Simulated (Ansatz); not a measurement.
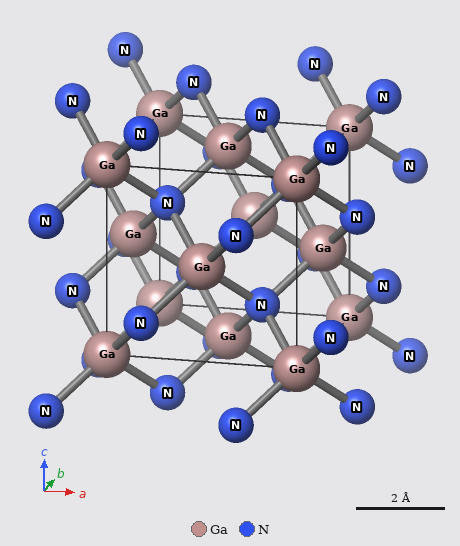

The starting point is a crystal of GaN (built on the zincblende type) at its r2SCAN-relaxed geometry. Style: ball-and-stick. Shown: the conventional cell (4 times the calculation's cell), slightly off an axis. Lengths and directions refer to the drawn axes.

Computed with Ansatz, DFT, HSE06, plane waves, PAW. Settings: plane-wave cutoff 420 eV; k-point mesh 6 × 6 × 6; occupations fixed; no spin polarisation.

Now this is done to it. All lengths are scaled by +1.5 % (volume +4.6 %). The atoms were relaxed with r2SCAN under that strain, and this is a single point on that geometry.

### Predict the response.

Among the bonded contacts that change: Ga–N 1.948 → 1.977 Å. The space group stays F-43m (No. 216). The energy rises by 13.6 meV per atom. Pressure: 0.0 GPa before, −8.1 GPa after. All forces vanish by symmetry.

Drawn alike, the variant:

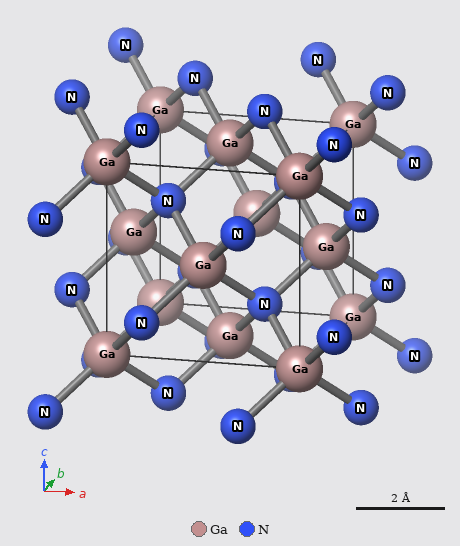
